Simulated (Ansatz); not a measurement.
**Gallium, alpha-Ga (Cmce) under r²SCAN: how the Methfessel-Paxton smearing moves the result**

How small must the Methfessel-Paxton smearing width be for energy and pressure to settle? The geometry was relaxed under r²SCAN beforehand and stays fixed; 7 values are run, from 0.01 to 1.0 eV. Wanted are the values from which on the energy stays within 10 and 1 meV/atom, and the pressure within 0.5 GPa, of the narrowest run. Within the series other settings stay, but some runs also write fields, which adds to their time. Spin polarisation is left out.

Computed with Ansatz 0.2.0 (DFT r²SCAN, plane waves with PAW, scalar-relativistic, unless a step says otherwise).

## Step 1: The structure to begin with

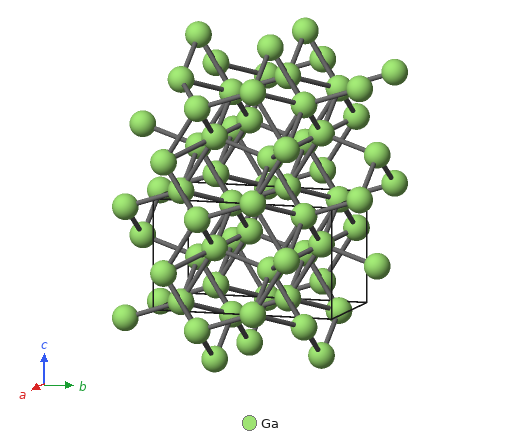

Start, viewed slightly off an axis; gallium green. 1×1×2 conventional cells are drawn; the run uses a primitive one. Any atoms on the faces are drawn again on the opposite ones, and bonded neighbours outside are added.

As a file:

```xyz
4
Lattice="2.2319 -3.7932 0.0000 2.2319 3.7932 0.0000 0.0000 0.0000 4.5346" Properties=species:S:1:pos:R:3 pbc="T T T"
Ga    2.2319   -2.6115    0.3881
Ga    2.2319   -1.1817    2.6554
Ga    2.2319    2.6115    4.1466
Ga    2.2319    1.1817    1.8792
```

## Step 2: Run at 0.01 eV

The run at 0.01 eV.

Input file input.yaml:

```yaml
crystal:
  lattice:
    - [2.23185017, -3.7932285796, 0.0]
    - [2.23185017, 3.7932285796, 0.0]
    - [0.0, 0.0, 4.5346411306]
  atoms:
    - { symbol: Ga, position: [0.8442341977, 0.1557658023, 0.0855794111] }
    - { symbol: Ga, position: [0.6557658023, 0.3442341977, 0.5855794111] }
    - { symbol: Ga, position: [0.1557658023, 0.8442341977, 0.9144205889] }
    - { symbol: Ga, position: [0.3442341977, 0.6557658023, 0.4144205889] }
hamiltonian:
  xc: r2scan
  pseudopotentials:
    kind: paw
    azcp:
      Ga: "pseudopotentials/Ga.paw.azcp"
basis:
  ecutwfc: 500
  fft_grid_basis: typed
kpoints:
  mp_grid: { grid: [8, 8, 7], shift: [0, 0, 0] }
magnetization:
  spin_polarized: false
scf:
  occupations: { method: methfessel_paxton, width: 0.01 }
  lower_state_search: "off"
output:
  stress: true
```

The run is started by

```console
> ansatz run input.yaml --threads 2 --pin off --max-ram 5120MiB --backend cpu --events-out ev --progress --plain --runs-dir out
```

The program printed:

```text
Warning: RAYON_NUM_THREADS=2 ignored (pool sized by the plan → 2); use --threads N
Engine: ansatz 0.2.0, aarch64-unknown-linux-gnu
Pseudopotentials: kind: paw
Pseudopotential: Ga, paw, valence charge 13, recommended cutoff 500 eV (meta_gga), <dir>
Functional definition: r2SCAN
  parameter k0 = 0.174
  parameter k1 = 0.065
  parameter a1 = 4.9479
  exchange = r2scan_x(k0 = k0, k1 = k1, a1 = a1)
  correlation = r2scan_c
Crystal: 4 atoms, lattice volume = 76.780 Å³
Basis set: ecut = 500 eV, 1945 PW (Γ), exchange–correlation on 144×144×144 points (64 copies of the dense FFT grid, shifted against one another)
Bands: 30, of which v1, the nominal top of the filled ones, is band 26 counted from 1 (25 counted from 0)
Symmetry: 8 space group operations
Space group: Cmce (ITA 64), of the structure as read, at distance tolerance 4.3e-5 Å
k-points: 84 of 448
Non-local potential: Ga, projectors of the file, l = 0: 2, l = 1: 2, l = 2: 3, l = 3: 1
PAW form: soft (Blöchl's): semilocal exchange-correlation on the pseudo side does not see the compensation charge
PAW frozen core: Ga, regenerated for the run's functional (the file was generated under x = pbe(κ = 0.804, μ = 0.2195149727645171), c = pbe(β = 0.06672455060314922))
PAW one-centre angular grid: Ga, 590 points (default); XC on 160 Gauss nodes
Initial density: superposition of atomic densities (neutral atoms: chi_scale 0, normalization atom), corrected by the library's trained network
Initial wavefunctions: pseudopotential atomic-orbital guess
Functional: x = r2scan, c = r2scan; τ floored in thin density (d = 2e-4 eV/Å³)
SCF iter   1: F=—  HF=-15161.040524 eV  |F-HF|=—  |Δ(HF+E_count)|=         —  Δρ=1.12e-2  dr2=4.11e-2  dr2_τ=4.95e-3  ethr=1.77e-3  ⟨swp⟩=6.2  Hψ=9795  notcnv=0
preconditioner: auto → Resta (q_TF=auto, 2.557 Å⁻¹)  ε∞=4.6  [insulator: Δε(μ)=0.034 eV  Ē_g=16.008 eV  σ=0.010 eV  W_gap=0.75  n_scr=20 (ndim 8)  ℏωp=30.6 eV  f_vac=0.005  D(μ)=2.89/eV (n_scr^D=20)  ε∞_Penn≈4.6]
SCF iter   2: F=—  HF=-15161.063920 eV  |F-HF|=—  |Δ(HF+E_count)|=   2.34e-2  S|Δr|=    0.00e0  Δρ=2.73e-3  dr2=3.62e-3  dr2_τ=1.20e-4  ethr=7.90e-5  ⟨swp⟩=2.3  Hψ=5734  notcnv=0  defer=4
SCF iter   3: F=—  HF=-15161.063349 eV  |F-HF|=—  |Δ(HF+E_count)|=   5.70e-4  S|Δr|=    0.00e0  Δρ=2.38e-3  dr2=2.32e-3  dr2_τ=1.08e-5  ethr=6.97e-6  ⟨swp⟩=2.0  Hψ=5032  notcnv=0  defer=4
SCF iter   4: F=—  HF=-15161.063296 eV  |F-HF|=—  |Δ(HF+E_count)|=   5.30e-5  S|Δr|=    0.00e0  Δρ=5.45e-4  dr2=1.67e-4  dr2_τ=1.00e-6  ethr=4.46e-6  ⟨swp⟩=2.0  Hψ=3327  notcnv=0  defer=4
SCF iter   5: F=—  HF=-15161.063315 eV  |F-HF|=—  |Δ(HF+E_count)|=   1.87e-5  S|Δr|=    0.00e0  Δρ=1.18e-4  dr2=9.01e-6  dr2_τ=7.20e-8  ethr=3.20e-7  ⟨swp⟩=3.0  Hψ=4804  notcnv=0  defer=4
SCF iter   6: F=—  HF=-15161.063316 eV  |F-HF|=—  |Δ(HF+E_count)|=   1.05e-6  S|Δr|=    0.00e0  Δρ=2.08e-5  dr2=3.13e-7  dr2_τ=3.21e-9  ethr=1.73e-8  ⟨swp⟩=2.0  Hψ=3021  notcnv=0  defer=4
SCF iter   7: F=-15161.063316 eV  HF=-15161.063316 eV  |F-HF|=1.33e-9  |Δ(HF+E_count)|=   9.72e-8  S|Δr|=    0.00e0  Δρ=2.48e-6  dr2=4.35e-9  dr2_τ=3.55e-11  ethr=1.92e-10  ⟨swp⟩=4.6  Hψ=9825  notcnv=0
SCF 1 converged in 7 iterations: F = -15161.063316 eV  dr2 = 4.35e-9
SCF converged after 7 iterations
Stability not checked: this state was not tested for a lower state beside it, because cold or Methfessel-Paxton smearing, or corrected tetrahedra, fill the levels in a way that the test cannot read (fill_not_monotonic; see scf.lower_state_search)
Free energy (F): -15161.063316 eV
Harris-Foulkes:  -15161.063316 eV  (|F-HF|=1.33e-9)
Internal energy: -15161.063287 eV  (E = F + TS)
E sigma→0 (E₀):  -15161.063309 eV
Entropy (-TS):   -0.000029 eV (-0.007 meV/atom)
Fermi energy:    9.186677 eV
--- Per-component energies (eV) ---
  E_band       = -196.712675
  E_kinetic    = 459.858413
  E_local      = -7550.815825  (includes V_loc(G=0)·N_el)
  E_nonlocal   = 1699.007198
  E_hartree    = 3552.014551
  E_xc         = -250.442675
  E_vxc        = -239.912926  (∫ρ·V_xc dr)
  E_paw        = -8005.168451  (= ΣΔE_a)
  E_vpaw       = -1681.949531  (= ΣTr[D̂ρ^β])
  E_aug_tail   = -0.000185  (compensation charges beyond the density's cutoff)
  E_vtau       = 13.073859  (kinetic-family band-sum trace: ∫τ·v_τ [+ j·A + Jᵃ·Aᵃ] dr)
  E_ewald      = -5062.904033
  E_core_change = -2.612279  (= ΣΔE_core)
  E_smearing   = -0.000029  (= −TS)
  E_closure    = 0.000000  (closes the sum)
  Σ components = -15161.063316   (vs F -15161.063316, Δ=0.00e0)
--- Stress (GPa, compression-positive) ---
       -0.002296       0.000000       0.000000
        0.000000      -0.125096       0.000000
        0.000000       0.000000       0.161992
  P = ⅓ Tr σ = 0.0115 GPa (0.115 kbar)
```

Run time: 14 s. Hardware: 2 threads of Arm Neoverse V1, shared host; peak memory 0.65 GiB.

## Step 3: Run at 0.03 eV

The run at 0.03 eV.

Changes to input.yaml since step 2:

```diff
@@ -24,3 +24,3 @@
 scf:
-  occupations: { method: methfessel_paxton, width: 0.01 }
+  occupations: { method: methfessel_paxton, width: 0.03 }
   lower_state_search: "off"
```

The run is started by

```console
> ansatz run input.yaml --threads 2 --pin off --max-ram 5120MiB --backend cpu --events-out ev --progress --plain --runs-dir out
```

The program printed:

```text
Warning: RAYON_NUM_THREADS=2 ignored (pool sized by the plan → 2); use --threads N
[... 9 set-up lines as earlier in the session ...]
Crystal: 4 atoms, lattice volume = 76.780 Å³
Basis set: ecut = 500 eV, 1945 PW (Γ), exchange–correlation on 144×144×144 points (64 copies of the dense FFT grid, shifted against one another)
Bands: 30, of which v1, the nominal top of the filled ones, is band 26 counted from 1 (25 counted from 0)
[... 2 set-up lines as earlier in the session ...]
k-points: 84 of 448
[... 7 set-up lines as earlier in the session ...]
SCF iter   1: F=—  HF=-15161.040621 eV  |F-HF|=—  |Δ(HF+E_count)|=         —  Δρ=1.12e-2  dr2=4.11e-2  dr2_τ=4.95e-3  ethr=1.77e-3  ⟨swp⟩=6.0  Hψ=9815  notcnv=0
preconditioner: auto → Resta (q_TF=auto, 2.557 Å⁻¹)  ε∞=4.6  [insulator: Δε(μ)=0.034 eV  Ē_g=16.008 eV  σ=0.030 eV  W_gap=0.77  n_scr=20 (ndim 8)  ℏωp=30.6 eV  f_vac=0.005  D(μ)=1.36/eV (n_scr^D=8)  ε∞_Penn≈4.6]
SCF iter   2: F=—  HF=-15161.063912 eV  |F-HF|=—  |Δ(HF+E_count)|=   2.33e-2  S|Δr|=    0.00e0  Δρ=2.73e-3  dr2=3.64e-3  dr2_τ=1.20e-4  ethr=7.91e-5  ⟨swp⟩=2.2  Hψ=5723  notcnv=0  defer=2
SCF iter   3: F=—  HF=-15161.063346 eV  |F-HF|=—  |Δ(HF+E_count)|=   5.66e-4  S|Δr|=    0.00e0  Δρ=2.38e-3  dr2=2.32e-3  dr2_τ=1.09e-5  ethr=7.01e-6  ⟨swp⟩=2.0  Hψ=4210  notcnv=0  defer=2
SCF iter   4: F=—  HF=-15161.063310 eV  |F-HF|=—  |Δ(HF+E_count)|=   3.64e-5  S|Δr|=    0.00e0  Δρ=5.38e-4  dr2=1.58e-4  dr2_τ=1.01e-6  ethr=4.46e-6  ⟨swp⟩=2.0  Hψ=3197  notcnv=0  defer=2
SCF iter   5: F=—  HF=-15161.063334 eV  |F-HF|=—  |Δ(HF+E_count)|=   2.36e-5  S|Δr|=    0.00e0  Δρ=1.24e-4  dr2=1.00e-5  dr2_τ=6.14e-8  ethr=3.04e-7  ⟨swp⟩=3.0  Hψ=4702  notcnv=0  defer=2
SCF iter   6: F=—  HF=-15161.063333 eV  |F-HF|=—  |Δ(HF+E_count)|=   6.13e-8  S|Δr|=    0.00e0  Δρ=1.78e-5  dr2=2.40e-7  dr2_τ=3.58e-9  ethr=1.92e-8  ⟨swp⟩=2.0  Hψ=3023  notcnv=0  defer=2
SCF iter   7: F=-15161.063334 eV  HF=-15161.063334 eV  |F-HF|=1.50e-9  |Δ(HF+E_count)|=   3.10e-8  S|Δr|=    0.00e0  Δρ=2.43e-6  dr2=4.13e-9  dr2_τ=2.94e-11  ethr=1.92e-10  ⟨swp⟩=4.5  Hψ=9881  notcnv=0
SCF 1 converged in 7 iterations: F = -15161.063334 eV  dr2 = 4.13e-9
SCF converged after 7 iterations
Stability not checked: this state was not tested for a lower state beside it, because cold or Methfessel-Paxton smearing, or corrected tetrahedra, fill the levels in a way that the test cannot read (fill_not_monotonic; see scf.lower_state_search)
Free energy (F): -15161.063334 eV
Harris-Foulkes:  -15161.063334 eV  (|F-HF|=1.50e-9)
Internal energy: -15161.063262 eV  (E = F + TS)
E sigma→0 (E₀):  -15161.063316 eV
Entropy (-TS):   -0.000072 eV (-0.018 meV/atom)
Fermi energy:    9.190876 eV
--- Per-component energies (eV) ---
  E_band       = -196.706598
  E_kinetic    = 459.858929
  E_local      = -7550.826677  (includes V_loc(G=0)·N_el)
  E_nonlocal   = 1699.012372
  E_hartree    = 3552.025976
  E_xc         = -250.440723
  E_vxc        = -239.910326  (∫ρ·V_xc dr)
  E_paw        = -8005.176642  (= ΣΔE_a)
  E_vpaw       = -1681.963643  (= ΣTr[D̂ρ^β])
  E_aug_tail   = -0.000185  (compensation charges beyond the density's cutoff)
  E_vtau       = 13.073576  (kinetic-family band-sum trace: ∫τ·v_τ [+ j·A + Jᵃ·Aᵃ] dr)
  E_ewald      = -5062.904033
  E_core_change = -2.612279  (= ΣΔE_core)
  E_smearing   = -0.000072  (= −TS)
  E_closure    = -0.000000  (closes the sum)
  Σ components = -15161.063334   (vs F -15161.063334, Δ=0.00e0)
--- Stress (GPa, compression-positive) ---
       -0.056641       0.000000       0.000000
        0.000000      -0.123128       0.000000
        0.000000       0.000000       0.202962
  P = ⅓ Tr σ = 0.0077 GPa (0.077 kbar)
```

Run time: 13 s. Hardware: 2 threads of Arm Neoverse V1, shared host; peak memory 0.65 GiB.

## Step 4: Run at 0.1 eV

The run at 0.1 eV.

Changes to input.yaml since step 3:

```diff
@@ -24,3 +24,3 @@
 scf:
-  occupations: { method: methfessel_paxton, width: 0.03 }
+  occupations: { method: methfessel_paxton, width: 0.1 }
   lower_state_search: "off"
```

The run is started by

```console
> ansatz run input.yaml --threads 2 --pin off --max-ram 5120MiB --backend cpu --events-out ev --progress --plain --runs-dir out
```

The program printed:

```text
Warning: RAYON_NUM_THREADS=2 ignored (pool sized by the plan → 2); use --threads N
[... 9 set-up lines as earlier in the session ...]
Crystal: 4 atoms, lattice volume = 76.780 Å³
Basis set: ecut = 500 eV, 1945 PW (Γ), exchange–correlation on 144×144×144 points (64 copies of the dense FFT grid, shifted against one another)
Bands: 30, of which v1, the nominal top of the filled ones, is band 26 counted from 1 (25 counted from 0)
[... 2 set-up lines as earlier in the session ...]
k-points: 84 of 448
[... 7 set-up lines as earlier in the session ...]
SCF iter   1: F=—  HF=-15161.041194 eV  |F-HF|=—  |Δ(HF+E_count)|=         —  Δρ=1.13e-2  dr2=4.15e-2  dr2_τ=4.97e-3  ethr=1.77e-3  ⟨swp⟩=5.3  Hψ=9750  notcnv=0
preconditioner: auto → Kerker (q_TF=auto, 2.557 Å⁻¹)  [metal: Δε(μ)=0.034 eV  Ē_g=16.008 eV  σ=0.100 eV  W_gap=0.28  n_scr=20 (ndim 8)  ℏωp=30.6 eV  f_vac=0.005  D(μ)=1.27/eV (n_scr^D=8)]
SCF iter   2: F=—  HF=-15161.064875 eV  |F-HF|=—  |Δ(HF+E_count)|=   2.37e-2  S|Δr|=    0.00e0  Δρ=3.14e-3  dr2=5.00e-3  dr2_τ=1.20e-4  ethr=7.98e-5  ⟨swp⟩=2.0  Hψ=5712  notcnv=0
SCF iter   3: F=—  HF=-15161.064225 eV  |F-HF|=—  |Δ(HF+E_count)|=   6.50e-4  S|Δr|=    0.00e0  Δρ=2.64e-3  dr2=3.35e-3  dr2_τ=1.08e-5  ethr=9.61e-6  ⟨swp⟩=2.0  Hψ=4200  notcnv=0
SCF iter   4: F=—  HF=-15161.063858 eV  |F-HF|=—  |Δ(HF+E_count)|=   3.68e-4  S|Δr|=    0.00e0  Δρ=9.20e-4  dr2=5.25e-4  dr2_τ=1.95e-6  ethr=6.44e-6  ⟨swp⟩=2.3  Hψ=3502  notcnv=0
SCF iter   5: F=—  HF=-15161.063852 eV  |F-HF|=—  |Δ(HF+E_count)|=   5.64e-6  S|Δr|=    0.00e0  Δρ=2.54e-4  dr2=4.31e-5  dr2_τ=1.12e-7  ethr=1.01e-6  ⟨swp⟩=2.7  Hψ=4193  notcnv=0
SCF iter   6: F=—  HF=-15161.063853 eV  |F-HF|=—  |Δ(HF+E_count)|=   9.54e-7  S|Δr|=    0.00e0  Δρ=3.01e-5  dr2=9.26e-7  dr2_τ=8.73e-9  ethr=8.30e-8  ⟨swp⟩=2.0  Hψ=3088  notcnv=0
SCF iter   7: F=-15161.063853 eV  HF=-15161.063853 eV  |F-HF|=1.47e-8  |Δ(HF+E_count)|=   1.76e-7  S|Δr|=    0.00e0  Δρ=5.34e-6  dr2=4.20e-8  dr2_τ=2.06e-10  ethr=1.92e-10  ⟨swp⟩=3.0  Hψ=11695  notcnv=0
SCF 1 converged in 7 iterations: F = -15161.063853 eV  dr2 = 4.20e-8
SCF converged after 7 iterations
Stability not checked: this state was not tested for a lower state beside it, because cold or Methfessel-Paxton smearing, or corrected tetrahedra, fill the levels in a way that the test cannot read (fill_not_monotonic; see scf.lower_state_search)
Free energy (F): -15161.063853 eV
Harris-Foulkes:  -15161.063853 eV  (|F-HF|=1.47e-8)
Internal energy: -15161.062747 eV  (E = F + TS)
E sigma→0 (E₀):  -15161.063577 eV
Entropy (-TS):   -0.001106 eV (-0.276 meV/atom)
Fermi energy:    9.191621 eV
--- Per-component energies (eV) ---
  E_band       = -196.727468
  E_kinetic    = 459.855449
  E_local      = -7550.844403  (includes V_loc(G=0)·N_el)
  E_nonlocal   = 1699.040452
  E_hartree    = 3552.049657
  E_xc         = -250.428405
  E_vxc        = -239.892361  (∫ρ·V_xc dr)
  E_paw        = -8005.219001  (= ΣΔE_a)
  E_vpaw       = -1682.046329  (= ΣTr[D̂ρ^β])
  E_aug_tail   = -0.000185  (compensation charges beyond the density's cutoff)
  E_vtau       = 13.071203  (kinetic-family band-sum trace: ∫τ·v_τ [+ j·A + Jᵃ·Aᵃ] dr)
  E_ewald      = -5062.904033
  E_core_change = -2.612279  (= ΣΔE_core)
  E_smearing   = -0.001106  (= −TS)
  E_closure    = -0.000000  (closes the sum)
  Σ components = -15161.063853   (vs F -15161.063853, Δ=0.00e0)
--- Stress (GPa, compression-positive) ---
       -0.104693       0.000000       0.000000
        0.000000      -0.045378       0.000000
        0.000000       0.000000       0.105194
  P = ⅓ Tr σ = -0.0150 GPa (-0.150 kbar)
```

It took 14 s on 2 threads of Arm Neoverse V1, shared host; peak memory 0.65 GiB.

## Step 5: Run at 0.2 eV

The run at 0.2 eV.

Changes to input.yaml since step 4:

```diff
@@ -24,3 +24,3 @@
 scf:
-  occupations: { method: methfessel_paxton, width: 0.1 }
+  occupations: { method: methfessel_paxton, width: 0.2 }
   lower_state_search: "off"
@@ -28 +28,5 @@
   stress: true
+  write_density: true
+  write_potential: true
+  elf: true
+  volumetric_format: npy
```

The run is started by

```console
> ansatz run input.yaml --threads 2 --pin off --max-ram 5120MiB --backend cpu --events-out ev --progress --plain --runs-dir out
```

The program printed:

```text
Warning: RAYON_NUM_THREADS=2 ignored (pool sized by the plan → 2); use --threads N
[... 9 set-up lines as earlier in the session ...]
Crystal: 4 atoms, lattice volume = 76.780 Å³
Basis set: ecut = 500 eV, 1945 PW (Γ), exchange–correlation on 144×144×144 points (64 copies of the dense FFT grid, shifted against one another)
Bands: 32, of which v1, the nominal top of the filled ones, is band 26 counted from 1 (25 counted from 0)
[... 2 set-up lines as earlier in the session ...]
k-points: 84 of 448
[... 7 set-up lines as earlier in the session ...]
SCF iter   1: F=—  HF=-15161.041991 eV  |F-HF|=—  |Δ(HF+E_count)|=         —  Δρ=1.13e-2  dr2=4.17e-2  dr2_τ=4.97e-3  ethr=1.77e-3  ⟨swp⟩=5.2  Hψ=10294  notcnv=0
preconditioner: auto → Kerker (q_TF=auto, 2.557 Å⁻¹)  [metal: Δε(μ)=0.034 eV  Ē_g=17.092 eV  σ=0.200 eV  W_gap=0.14  n_scr=20 (ndim 8)  ℏωp=30.6 eV  f_vac=0.005  D(μ)=0.90/eV (n_scr^D=2)]
SCF iter   2: F=—  HF=-15161.065856 eV  |F-HF|=—  |Δ(HF+E_count)|=   2.39e-2  S|Δr|=    0.00e0  Δρ=3.13e-3  dr2=4.97e-3  dr2_τ=1.21e-4  ethr=8.02e-5  ⟨swp⟩=2.0  Hψ=5952  notcnv=0  defer=85
SCF iter   3: F=—  HF=-15161.065173 eV  |F-HF|=—  |Δ(HF+E_count)|=   6.83e-4  S|Δr|=    0.00e0  Δρ=2.64e-3  dr2=3.35e-3  dr2_τ=1.08e-5  ethr=9.55e-6  ⟨swp⟩=2.0  Hψ=4277  notcnv=0  defer=85
SCF iter   4: F=—  HF=-15161.064793 eV  |F-HF|=—  |Δ(HF+E_count)|=   3.80e-4  S|Δr|=    0.00e0  Δρ=9.07e-4  dr2=5.18e-4  dr2_τ=1.90e-6  ethr=6.44e-6  ⟨swp⟩=2.3  Hψ=3544  notcnv=0  defer=85
SCF iter   5: F=—  HF=-15161.064784 eV  |F-HF|=—  |Δ(HF+E_count)|=   9.04e-6  S|Δr|=    0.00e0  Δρ=2.45e-4  dr2=4.11e-5  dr2_τ=1.11e-7  ethr=9.96e-7  ⟨swp⟩=2.7  Hψ=4312  notcnv=0  defer=85
SCF iter   6: F=—  HF=-15161.064784 eV  |F-HF|=—  |Δ(HF+E_count)|=   4.51e-8  S|Δr|=    0.00e0  Δρ=2.94e-5  dr2=9.08e-7  dr2_τ=9.29e-9  ethr=7.91e-8  ⟨swp⟩=2.0  Hψ=3172  notcnv=0  defer=85
SCF iter   7: F=-15161.064784 eV  HF=-15161.064784 eV  |F-HF|=1.48e-8  |Δ(HF+E_count)|=   2.06e-7  S|Δr|=    0.00e0  Δρ=5.49e-6  dr2=4.35e-8  dr2_τ=2.05e-10  ethr=1.92e-10  ⟨swp⟩=9.6  Hψ=20289  notcnv=0
the search or the solves at the SCF's close seem to have found levels that the self-consistency loop had missed (the run counts 1). By its estimate they hold under 1e-12 electrons; where the run keeps them, the occupations were computed again with them
SCF 1 converged in 7 iterations: F = -15161.064784 eV  dr2 = 4.35e-8
SCF converged after 7 iterations
Stability not checked: this state was not tested for a lower state beside it, because cold or Methfessel-Paxton smearing, or corrected tetrahedra, fill the levels in a way that the test cannot read (fill_not_monotonic; see scf.lower_state_search)
Free energy (F): -15161.064784 eV
Harris-Foulkes:  -15161.064784 eV  (|F-HF|=1.48e-8)
Internal energy: -15161.063716 eV  (E = F + TS)
E sigma→0 (E₀):  -15161.064517 eV
Entropy (-TS):   -0.001068 eV (-0.267 meV/atom)
Fermi energy:    9.203335 eV
--- Per-component energies (eV) ---
  E_band       = -196.733156
  E_kinetic    = 459.853178
  E_local      = -7550.840831  (includes V_loc(G=0)·N_el)
  E_nonlocal   = 1699.042936
  E_hartree    = 3552.047239
  E_xc         = -250.427157
  E_vxc        = -239.890498  (∫ρ·V_xc dr)
  E_paw        = -8005.222585  (= ΣΔE_a)
  E_vpaw       = -1682.052686  (= ΣTr[D̂ρ^β])
  E_aug_tail   = -0.000185  (compensation charges beyond the density's cutoff)
  E_vtau       = 13.070975  (kinetic-family band-sum trace: ∫τ·v_τ [+ j·A + Jᵃ·Aᵃ] dr)
  E_ewald      = -5062.904033
  E_core_change = -2.612279  (= ΣΔE_core)
  E_smearing   = -0.001068  (= −TS)
  E_closure    = 0.000000  (closes the sum)
  Σ components = -15161.064784   (vs F -15161.064784, Δ=0.00e0)
--- Stress (GPa, compression-positive) ---
       -0.128010       0.000000       0.000000
        0.000000      -0.008430       0.000000
        0.000000       0.000000       0.080154
  P = ⅓ Tr σ = -0.0188 GPa (-0.188 kbar)
--- Band table (eV; the first three rows and the last of 84) ---
  k-point 0: bands = ["-6.5004", "-6.4875", "-6.4491", "-6.4379", "-6.4210", "-6.3948", "-6.3209", "-6.2697", "-6.2420", "-6.2157", "-6.2071", "-6.2054", "-6.1873", "-6.1557", "-6.1186", "-6.0716", "-6.0106", "-6.0062", "-5.9680", "-5.8860", "-2.5252", "4.7046", "5.1124", "7.3093", "7.6920", "8.3699", "10.1773", "10.3618", "10.4744", "14.7707", "14.8759", "16.2688"]
  k-point 1: bands = ["-6.4958", "-6.4893", "-6.4481", "-6.4432", "-6.4203", "-6.3875", "-6.3213", "-6.3065", "-6.2366", "-6.2360", "-6.2058", "-6.1804", "-6.1677", "-6.1443", "-6.1392", "-6.0530", "-6.0084", "-6.0061", "-5.9703", "-5.8933", "-2.3666", "3.0468", "6.8126", "7.4699", "7.8342", "8.4760", "10.0692", "10.3727", "10.8574", "13.6587", "14.0155", "15.1285"]
  k-point 2: bands = ["-6.4952", "-6.4636", "-6.4578", "-6.4530", "-6.4166", "-6.3921", "-6.3480", "-6.2872", "-6.2870", "-6.2649", "-6.1839", "-6.1675", "-6.1497", "-6.1484", "-6.1024", "-6.0269", "-6.0060", "-6.0046", "-5.9773", "-5.9160", "-1.8904", "1.3963", "7.9393", "8.2604", "8.4123", "8.7598", "10.1093", "10.2087", "10.9953", "13.0990", "13.2150", "13.4800"]
  k-point 83: bands = ["-6.5287", "-6.5024", "-6.4403", "-6.4296", "-6.4255", "-6.4113", "-6.3787", "-6.3454", "-6.2584", "-6.2115", "-6.1598", "-6.1593", "-6.1132", "-6.1079", "-6.0880", "-6.0769", "-6.0111", "-5.9918", "-5.9616", "-5.9417", "0.6868", "1.6229", "3.3184", "3.9457", "7.2451", "8.0645", "8.4118", "8.7960", "15.2544", "16.0720", "18.0386", "18.1399"]
```

Run time: 19 s. Hardware: 2 threads of Arm Neoverse V1, shared host; peak memory 0.66 GiB.

[end of part 1 of 2]
